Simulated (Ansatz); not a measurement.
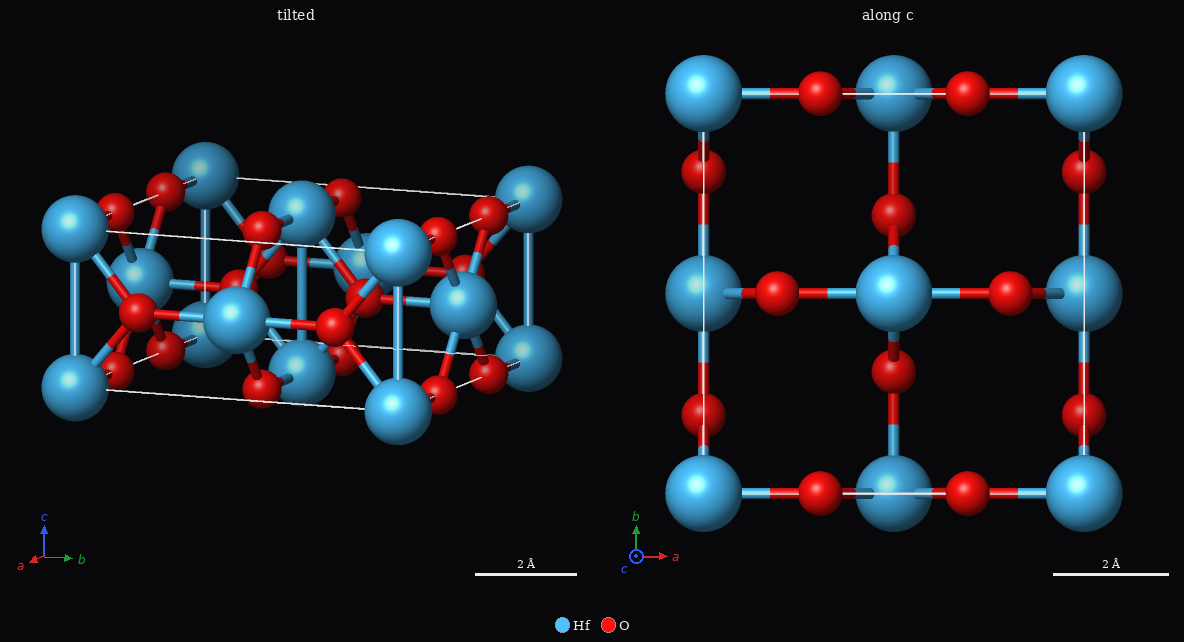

The figure gives a ball-and-stick picture of the atoms, viewed slightly off an axis and along the c axis. The conventional unit cell is drawn as a box.

HfO₂, space group Cmmm (No. 65), a = 6.671 Å, b = 7.014 Å, c = 3.220 Å, α = 90.00°, β = 90.00°, γ = 90.00°. Origin of the cell: a structure listed in the Materials Project. The cell was then strained or its atoms displaced on purpose. It was run through Ansatz as a DFT input.

This one geometry was computed with Ansatz (DFT, plane waves, PAW) at three levels of theory: PBE, HSE06 and r2SCAN. It was relaxed with r2SCAN and then strained.

> Which level gives the highest pressure at this volume, and what does that say about its equilibrium volume?

Highest: PBE (5.7 GPa), which points to the largest equilibrium volume. Lowest, with the smallest volume: HSE06 (1.1 GPa) and r2SCAN (0.7 GPa). Levels within 0.5 GPa of each other can't be told apart.

> How does the band gap change with the level of theory?

PBE: a gap of 3.96 eV, direct; r2SCAN: a gap of 4.51 eV, direct; HSE06: a gap of 5.61 eV, direct.

> Collect the results in a table.

| level | cutoff (eV) | k-mesh of the run's cell | gap (eV) | pressure (GPa) |
| --- | --- | --- | --- | --- |
| PBE | 420 | 6×6×8 | 3.96 | 5.7 |
| HSE06 | 420 | 4×4×4 | 5.61 | 1.1 |
| r2SCAN | 500 | 6×6×8 | 4.51 | 0.7 |

Gaps are taken on the k-mesh or band path of each run.
